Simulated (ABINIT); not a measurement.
# Band-structure run of ZrB2 (part 2 of 4)

ZrB2 (P6/mmm, 3 atoms in the cell); Kohn-Sham DFT of a periodic cell, revPBE, JTH PAW PBE v2.0, no spin polarisation (ABINIT 10.8.3); cutoff 462.59 eV, 10×10×8 k-mesh, fermi-dirac of 0.05 eV. The structure derives from an entry of the Crystallography Open Database.

Geometry of the input (Å; fractional positions):
```
3.1700  0.0000  0.0000
-1.5850  2.7453  0.0000
0.0000  0.0000  3.5330
Zr 0.0000  0.0000  0.0000
B  0.6667  0.3333  0.5000
B  0.3333  0.6667  0.5000
```

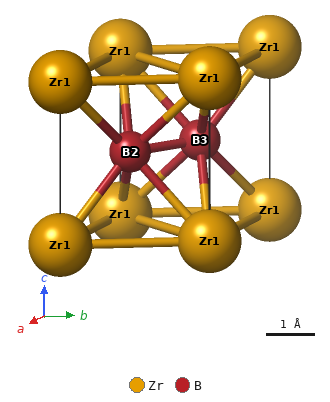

Figure 1. The structure as given in the input (ball-and-stick view of the cell of the calculation, seen slightly off an axis; atoms are numbered from 1 in the order of the input).

## Log, continued
```
 Exchange-correlation functional for the present dataset will be:
  GGA: revPBE functional - ixc=14
  Zhang and Yang, PRL 80, 890 (1998)

 Real(R)+Recip(G) space primitive vectors, cartesian coordinates (Bohr,Bohr^-1):
 R(1)=  5.9904318  0.0000000  0.0000000  G(1)=  0.1669329  0.0963787  0.0000000
 R(2)= -2.9952159  5.1878661  0.0000000  G(2)=  0.0000000  0.1927575  0.0000000
 R(3)=  0.0000000  0.0000000  6.6764024  G(3)=  0.0000000  0.0000000  0.1497813
 Unit cell volume ucvol=  2.0748629E+02 bohr^3
 Angles (23,13,12)=  9.00000000E+01  9.00000000E+01  1.20000000E+02 degrees

 Coarse grid specifications (used for wave-functions):

 getcut: wavevector=  0.0000  0.0000  0.0000  ngfft=  24  24  27
         ecut(hartree)=     17.000   => boxcut(ratio)=   2.09817

 Fine grid specifications (used for densities):

 getcut: wavevector=  0.0000  0.0000  0.0000  ngfft=  32  32  36
         ecut(hartree)=     34.000   => boxcut(ratio)=   2.03511
--------------------------------------------------------------------------------

================================================================================
 Non-SCF case, kpt    1 (  0.00000  0.00000  0.00000), residuals and eigenvalues=
  6.63E-13  7.51E-13  4.87E-13  5.66E-13  2.69E-13  2.56E-13  2.16E-13  2.49E-13
  6.22E-14  8.47E-13  5.64E-13  2.53E-13  5.25E-13  4.93E-13  6.23E-13  6.53E-13
  6.74E-06
 -1.3256E+00 -5.2360E-01 -5.0358E-01 -5.0358E-01 -6.5647E-03  3.6647E-01
  3.6647E-01  3.6808E-01  3.7632E-01  5.8785E-01  5.8785E-01  6.1694E-01
  6.1694E-01  6.4024E-01  6.5238E-01  6.5238E-01  7.5155E-01
 Non-SCF case, kpt    2 (  0.05556  0.00000  0.00000), residuals and eigenvalues=
  8.38E-13  2.10E-13  2.78E-13  1.18E-13  3.38E-13  1.59E-13  6.99E-13  3.66E-13
  6.38E-13  6.06E-13  1.27E-13  4.83E-13  4.19E-13  6.63E-13  7.02E-13  7.74E-13
  6.70E-07
 -1.3254E+00 -5.2342E-01 -5.0469E-01 -5.0382E-01 -4.2759E-03  3.5945E-01
  3.6655E-01  3.7033E-01  3.7374E-01  5.8639E-01  5.9169E-01  6.0021E-01
  6.0571E-01  6.5079E-01  6.6420E-01  6.7016E-01  7.4363E-01
 Non-SCF case, kpt    3 (  0.11111  0.00000  0.00000), residuals and eigenvalues=
  9.16E-13  3.88E-13  3.01E-13  2.14E-13  3.52E-13  1.23E-13  1.85E-13  1.01E-13
  6.86E-13  4.00E-13  7.04E-13  3.32E-13  2.13E-13  4.16E-13  9.83E-13  1.19E-11
  4.22E-08
 -1.3251E+00 -5.2287E-01 -5.0788E-01 -5.0451E-01  2.4710E-03  3.4089E-01
  3.6652E-01  3.6682E-01  3.7639E-01  5.7415E-01  5.8231E-01  5.9210E-01
  6.0095E-01  6.7686E-01  6.7991E-01  7.0354E-01  7.2611E-01
 Non-SCF case, kpt    4 (  0.16667  0.00000  0.00000), residuals and eigenvalues=
  6.49E-13  2.53E-13  1.47E-13  2.10E-13  1.91E-13  1.75E-13  4.87E-13  2.32E-13
  3.62E-13  5.42E-13  1.43E-13  7.36E-13  6.45E-13  2.92E-13  7.79E-13  6.29E-13
  1.75E-12
 -1.3245E+00 -5.2203E-01 -5.1266E-01 -5.0556E-01  1.3343E-02  3.1551E-01
  3.5743E-01  3.6575E-01  3.8397E-01  5.5234E-01  5.7634E-01  5.8541E-01
  6.0822E-01  6.8825E-01  7.1267E-01  7.1588E-01  7.4319E-01
 Non-SCF case, kpt    5 (  0.22222  0.00000  0.00000), residuals and eigenvalues=
  8.93E-13  1.05E-13  2.14E-13  3.03E-13  8.38E-13  2.92E-13  9.05E-13  6.75E-13
  8.80E-13  6.07E-13  3.72E-13  4.68E-13  5.13E-13  6.57E-13  6.44E-13  6.86E-12
  4.03E-10
 -1.3238E+00 -5.2100E-01 -5.1839E-01 -5.0685E-01  2.7884E-02  2.8696E-01
  3.4741E-01  3.6378E-01  3.8895E-01  5.4173E-01  5.6944E-01  5.8694E-01
  6.0371E-01  6.9285E-01  7.1662E-01  7.6074E-01  7.8721E-01
 Non-SCF case, kpt    6 (  0.27778  0.00000  0.00000), residuals and eigenvalues=
  8.22E-13  7.97E-13  1.68E-13  6.40E-13  9.08E-13  1.23E-13  7.30E-13  7.72E-13
  9.45E-13  4.52E-13  6.83E-13  7.02E-13  3.61E-13  9.04E-13  7.08E-13  2.72E-11
  5.58E-06
 -1.3231E+00 -5.2433E-01 -5.1989E-01 -5.0820E-01  4.5602E-02  2.5725E-01
  3.3807E-01  3.6068E-01  3.8756E-01  5.4723E-01  5.6253E-01  5.8865E-01
  5.9596E-01  6.9466E-01  7.3773E-01  8.0869E-01  8.3436E-01
 Non-SCF case, kpt    7 (  0.33333  0.00000  0.00000), residuals and eigenvalues=
  8.08E-13  2.66E-13  6.84E-13  2.57E-13  1.48E-13  2.42E-13  5.94E-13  8.82E-13
  1.53E-13  4.64E-13  3.75E-13  3.47E-13  2.46E-13  1.68E-13  2.31E-13  8.06E-10
  3.69E-05
 -1.3224E+00 -5.2977E-01 -5.1884E-01 -5.0947E-01  6.6027E-02  2.2739E-01
  3.3026E-01  3.5707E-01  3.8068E-01  5.5639E-01  5.6803E-01  5.7153E-01
  6.1019E-01  6.9525E-01  7.6692E-01  8.2877E-01  8.6188E-01
 Non-SCF case, kpt    8 (  0.38889  0.00000  0.00000), residuals and eigenvalues=
  8.06E-13  5.47E-13  5.84E-13  5.19E-13  1.36E-13  3.72E-13  1.94E-13  1.82E-13
  1.30E-13  3.56E-13  8.85E-13  2.32E-13  1.84E-13  6.88E-13  4.19E-13  2.37E-13
  1.45E-05
 -1.3218E+00 -5.3411E-01 -5.1798E-01 -5.1049E-01  8.8701E-02  1.9796E-01
  3.2444E-01  3.5377E-01  3.7252E-01  5.5161E-01  5.5734E-01  5.9859E-01
  6.2604E-01  6.9582E-01  7.9695E-01  8.0069E-01  9.0972E-01
 Non-SCF case, kpt    9 (  0.44444  0.00000  0.00000), residuals and eigenvalues=
  3.59E-13  2.07E-13  4.56E-13  2.53E-13  6.63E-13  2.03E-13  1.43E-13  2.63E-13
  4.16E-13  2.58E-13  8.88E-13  5.00E-13  8.29E-13  2.01E-13  4.06E-13  1.07E-10
  7.46E-05
 -1.3214E+00 -5.3691E-01 -5.1742E-01 -5.1115E-01  1.1302E-01  1.6960E-01
  3.2087E-01  3.5149E-01  3.6648E-01  5.4822E-01  5.4859E-01  6.3054E-01
  6.3881E-01  6.9806E-01  7.6613E-01  8.2086E-01  9.5583E-01
 Non-SCF case, kpt   10 (  0.50000  0.00000  0.00000), residuals and eigenvalues=
  2.85E-13  5.81E-13  6.60E-13  3.51E-13  2.98E-13  9.37E-14  1.65E-13  1.33E-13
  5.14E-13  6.57E-13  1.61E-13  6.49E-13  7.58E-13  6.09E-13  4.74E-13  6.33E-11
  5.21E-04
 -1.3213E+00 -5.3787E-01 -5.1722E-01 -5.1138E-01  1.3284E-01  1.4843E-01
  3.1967E-01  3.5068E-01  3.6431E-01  5.4509E-01  5.4756E-01  6.4378E-01
  6.4656E-01  7.0199E-01  7.4570E-01  8.3036E-01  9.8876E-01
 Non-SCF case, kpt   11 (  0.46667  0.06667  0.00000), residuals and eigenvalues=
  5.27E-13  4.48E-13  3.90E-13  6.66E-13  9.56E-13  4.06E-13  8.16E-13  5.02E-13
  1.70E-13  1.57E-13  4.60E-13  5.02E-13  4.45E-13  4.59E-13  7.63E-13  5.11E-10
  6.54E-05
 -1.3213E+00 -5.3740E-01 -5.1715E-01 -5.1238E-01  1.3553E-01  1.4950E-01
  3.2183E-01  3.2518E-01  3.8911E-01  5.0156E-01  5.9481E-01  6.2373E-01
  6.4378E-01  7.2584E-01  7.5183E-01  8.2777E-01  9.7861E-01
 Non-SCF case, kpt   12 (  0.43333  0.13333  0.00000), residuals and eigenvalues=
  3.09E-13  1.58E-13  6.45E-13  1.74E-13  8.88E-13  2.94E-13  4.99E-13  9.46E-13
  6.22E-14  4.95E-13  1.72E-13  6.51E-13  3.15E-13  3.52E-13  9.53E-13  1.24E-11
  1.65E-04
 -1.3211E+00 -5.3604E-01 -5.1697E-01 -5.1517E-01  1.4335E-01  1.5271E-01
  2.9273E-01  3.2827E-01  4.2050E-01  4.6134E-01  5.9232E-01  6.3363E-01
  6.4582E-01  7.6857E-01  7.7178E-01  8.2023E-01  9.5857E-01
 Non-SCF case, kpt   13 (  0.40000  0.20000  0.00000), residuals and eigenvalues=
  5.16E-13  8.99E-13  6.06E-13  5.25E-13  9.03E-13  1.84E-13  1.16E-13  9.73E-14
  6.44E-13  8.84E-13  7.20E-13  6.19E-13  8.88E-13  6.26E-13  7.59E-13  3.48E-13
  3.99E-04
 -1.3210E+00 -5.3385E-01 -5.1918E-01 -5.1673E-01  1.5551E-01  1.5810E-01
  2.5946E-01  3.3896E-01  4.2620E-01  4.5457E-01  5.6330E-01  6.1556E-01
  6.9729E-01  8.0568E-01  8.0843E-01  8.1600E-01  9.3941E-01
 Non-SCF case, kpt   14 (  0.36667  0.26667  0.00000), residuals and eigenvalues=
  9.95E-13  7.12E-13  2.61E-13  1.19E-13  1.55E-13  8.97E-13  7.28E-13  1.18E-13
  2.45E-13  2.36E-13  8.04E-14  4.59E-13  5.30E-13  2.08E-13  4.05E-13  9.23E-11
  2.95E-05
 -1.3208E+00 -5.3099E-01 -5.2361E-01 -5.1652E-01  1.6570E-01  1.7012E-01
  2.2761E-01  3.5383E-01  3.9656E-01  4.9084E-01  5.3902E-01  5.9344E-01
  7.4457E-01  7.9336E-01  8.4943E-01  8.6449E-01  9.1580E-01
 Non-SCF case, kpt   15 (  0.33333  0.33333  0.00000), residuals and eigenvalues=
  7.45E-13  4.16E-13  2.24E-13  9.62E-13  8.79E-13  5.03E-13  5.75E-13  2.26E-13
  5.17E-14  4.56E-13  7.19E-13  4.20E-13  8.33E-13  4.58E-13  5.81E-13  8.82E-13
  2.28E-06
 -1.3208E+00 -5.2762E-01 -5.2762E-01 -5.1642E-01  1.7561E-01  1.7561E-01
  2.0895E-01  3.7273E-01  3.7273E-01  5.2027E-01  5.2027E-01  5.7908E-01
  7.7618E-01  7.7618E-01  8.8806E-01  8.8806E-01  9.2017E-01
 Non-SCF case, kpt   16 (  0.30000  0.30000  0.00000), residuals and eigenvalues=
  2.73E-13  6.97E-13  2.42E-13  1.35E-13  3.05E-13  9.48E-13  5.14E-13  3.10E-13
  5.20E-13  2.04E-13  1.43E-13  1.33E-13  5.81E-13  5.85E-13  3.50E-13  4.24E-13
  3.21E-10
 -1.3208E+00 -5.3049E-01 -5.2396E-01 -5.1654E-01  1.5270E-01  1.8792E-01
  2.2284E-01  3.5486E-01  3.9548E-01  5.0745E-01  5.1522E-01  6.0018E-01
  7.5813E-01  7.7771E-01  8.5917E-01  8.6796E-01  8.8056E-01
 Non-SCF case, kpt   17 (  0.26667  0.26667  0.00000), residuals and eigenvalues=
  6.63E-13  7.18E-13  1.30E-13  1.99E-13  2.41E-13  9.67E-13  8.70E-14  3.50E-13
  4.52E-13  6.08E-13  4.99E-13  4.96E-13  3.58E-13  6.24E-13  7.91E-13  4.02E-10
  7.40E-09
 -1.3211E+00 -5.3168E-01 -5.2021E-01 -5.1693E-01  1.2426E-01  2.0278E-01
  2.4628E-01  3.4293E-01  4.2174E-01  4.9182E-01  5.0074E-01  6.3657E-01
  7.4038E-01  7.5668E-01  8.0107E-01  8.4537E-01  8.6562E-01
 Non-SCF case, kpt   18 (  0.23333  0.23333  0.00000), residuals and eigenvalues=
  4.78E-13  2.97E-13  9.23E-13  5.39E-13  9.13E-13  7.80E-13  3.19E-13  2.41E-13
  4.77E-13  6.56E-13  7.11E-13  3.63E-13  9.30E-13  3.90E-13  4.34E-13  7.15E-11
  1.87E-08
 -1.3216E+00 -5.3092E-01 -5.1760E-01 -5.1658E-01  9.7008E-02  2.2032E-01
  2.7216E-01  3.3675E-01  4.5098E-01  4.6675E-01  5.0010E-01  6.5960E-01
  7.2413E-01  7.2813E-01  7.5454E-01  8.2189E-01  8.5729E-01
 Non-SCF case, kpt   19 (  0.20000  0.20000  0.00000), residuals and eigenvalues=
  3.32E-13  4.77E-13  6.38E-13  3.56E-13  3.17E-13  4.32E-13  1.82E-13  2.87E-13
  9.35E-13  1.35E-13  1.34E-13  6.11E-13  8.02E-13  3.88E-13  5.37E-13  2.11E-10
  6.63E-08
 -1.3222E+00 -5.2824E-01 -5.1854E-01 -5.1323E-01  7.2021E-02  2.4061E-01
  2.9858E-01  3.3590E-01  4.4321E-01  4.8228E-01  5.0532E-01  6.4804E-01
  6.9861E-01  7.1070E-01  7.3402E-01  7.9738E-01  8.5743E-01
 Non-SCF case, kpt   20 (  0.16667  0.16667  0.00000), residuals and eigenvalues=
  2.27E-13  3.01E-13  2.07E-13  7.96E-13  6.53E-13  3.13E-13  1.69E-13  1.89E-13
  1.64E-13  1.96E-13  4.62E-13  4.86E-13  5.19E-13  4.87E-13  2.35E-13  4.15E-11
  9.09E-05
 -1.3229E+00 -5.2395E-01 -5.1965E-01 -5.1030E-01  4.9751E-02  2.6355E-01
  3.2359E-01  3.3967E-01  4.2218E-01  5.1398E-01  5.1603E-01  6.1736E-01
  6.7044E-01  7.0178E-01  7.2617E-01  7.7146E-01  8.5113E-01
 Non-SCF case, kpt   21 (  0.13333  0.13333  0.00000), residuals and eigenvalues=
  3.58E-13  6.43E-13  1.74E-13  9.95E-14  5.31E-13  3.10E-13  7.81E-13  7.62E-13
  7.64E-13  3.57E-13  9.65E-13  5.80E-13  5.18E-13  7.22E-13  6.64E-13  5.16E-13
  3.21E-07
 -1.3237E+00 -5.2082E-01 -5.1862E-01 -5.0787E-01  3.0574E-02  2.8869E-01
  3.4446E-01  3.4704E-01  4.0411E-01  5.3170E-01  5.4322E-01  5.9238E-01
  6.4469E-01  6.9979E-01  7.1588E-01  7.4355E-01  7.9410E-01
 Non-SCF case, kpt   22 (  0.10000  0.10000  0.00000), residuals and eigenvalues=
  3.94E-13  7.55E-13  1.52E-13  1.03E-13  3.20E-13  5.53E-13  7.10E-13  4.61E-13
  2.11E-13  6.11E-13  2.06E-13  8.24E-13  6.85E-13  5.13E-13  2.63E-13  4.73E-13
  4.56E-12
 -1.3244E+00 -5.2192E-01 -5.1305E-01 -5.0598E-01  1.4896E-02  3.1490E-01
  3.5654E-01  3.5838E-01  3.8924E-01  5.5166E-01  5.6601E-01  5.8203E-01
  6.2221E-01  7.0216E-01  7.0742E-01  7.1274E-01  7.4365E-01
 Non-SCF case, kpt   23 (  0.06667  0.06667  0.00000), residuals and eigenvalues=
  8.86E-13  5.01E-13  7.35E-13  2.51E-13  5.69E-13  5.23E-13  4.88E-13  9.81E-13
  7.26E-13  7.78E-14  6.47E-13  4.53E-13  7.01E-13  9.02E-13  6.94E-13  6.53E-13
  5.27E-13
 -1.3250E+00 -5.2281E-01 -5.0815E-01 -5.0464E-01  3.1832E-03  3.3980E-01
  3.6478E-01  3.6618E-01  3.7787E-01  5.7501E-01  5.7983E-01  5.8765E-01
  6.0415E-01  6.7944E-01  6.8519E-01  7.0288E-01  7.2429E-01
 Non-SCF case, kpt   24 (  0.03333  0.03333  0.00000), residuals and eigenvalues=
  6.82E-13  1.75E-13  3.22E-13  5.31E-13  6.00E-13  3.28E-13  2.54E-13  6.76E-13
  2.62E-13  9.09E-13  7.21E-13  2.75E-13  1.54E-13  4.74E-13  3.15E-13  5.77E-13
  2.98E-07
 -1.3254E+00 -5.2340E-01 -5.0478E-01 -5.0384E-01 -4.0937E-03  3.5899E-01
  3.6640E-01  3.7058E-01  3.7354E-01  5.8614E-01  5.9212E-01  6.0004E-01
  6.0414E-01  6.5168E-01  6.6554E-01  6.7065E-01  7.4304E-01
 Non-SCF case, kpt   25 (  0.00000  0.00000  0.00000), residuals and eigenvalues=
  6.63E-13  7.51E-13  4.87E-13  5.66E-13  2.69E-13  2.56E-13  2.16E-13  2.49E-13
  6.22E-14  8.47E-13  5.64E-13  2.53E-13  5.25E-13  4.93E-13  6.23E-13  6.53E-13
  6.74E-06
 -1.3256E+00 -5.2360E-01 -5.0358E-01 -5.0358E-01 -6.5647E-03  3.6647E-01
  3.6647E-01  3.6808E-01  3.7632E-01  5.8785E-01  5.8785E-01  6.1694E-01
  6.1694E-01  6.4024E-01  6.5238E-01  6.5238E-01  7.5155E-01
 Non-SCF case, kpt   26 (  0.00000  0.00000  0.07143), residuals and eigenvalues=
  6.45E-13  6.10E-13  9.73E-13  1.25E-13  7.77E-13  2.59E-13  8.42E-13  5.98E-13
  4.32E-13  4.30E-13  3.70E-13  7.46E-13  3.37E-13  4.00E-13  4.45E-13  7.60E-12
  3.34E-06
 -1.3255E+00 -5.2429E-01 -5.0353E-01 -5.0353E-01 -3.7792E-03  3.4391E-01
  3.6824E-01  3.6824E-01  3.9958E-01  5.7204E-01  5.7204E-01  6.1106E-01
  6.1106E-01  6.4059E-01  6.7238E-01  6.7238E-01  7.5023E-01
 Non-SCF case, kpt   27 (  0.00000  0.00000  0.14286), residuals and eigenvalues=
  3.93E-13  9.20E-13  7.76E-13  2.27E-13  7.20E-13  1.97E-13  6.45E-13  4.36E-13
  1.48E-13  6.77E-13  2.50E-13  4.06E-13  5.32E-13  3.19E-13  6.41E-13  1.51E-09
  7.98E-08
 -1.3254E+00 -5.2620E-01 -5.0340E-01 -5.0340E-01  4.2928E-03  3.1516E-01
  3.7351E-01  3.7351E-01  4.2606E-01  5.4567E-01  5.4567E-01  5.9501E-01
  5.9501E-01  6.4157E-01  7.1112E-01  7.1112E-01  7.4658E-01
 Non-SCF case, kpt   28 (  0.00000  0.00000  0.21429), residuals and eigenvalues=
  2.61E-13  2.10E-13  8.44E-13  9.11E-13  9.29E-13  2.56E-13  1.44E-13  2.83E-13
  2.58E-13  2.76E-13  8.71E-13  5.82E-13  6.38E-13  5.00E-13  6.04E-13  6.14E-13
  5.68E-11
 -1.3253E+00 -5.2892E-01 -5.0321E-01 -5.0321E-01  1.6815E-02  2.8604E-01
  3.8211E-01  3.8211E-01  4.5276E-01  5.2129E-01  5.2129E-01  5.7240E-01
  5.7240E-01  6.4309E-01  7.4134E-01  7.5532E-01  7.5532E-01
 Non-SCF case, kpt   29 (  0.00000  0.00000  0.28571), residuals and eigenvalues=
  7.67E-13  3.29E-13  1.51E-13  2.64E-13  2.54E-13  1.23E-13  2.16E-13  2.75E-13
```
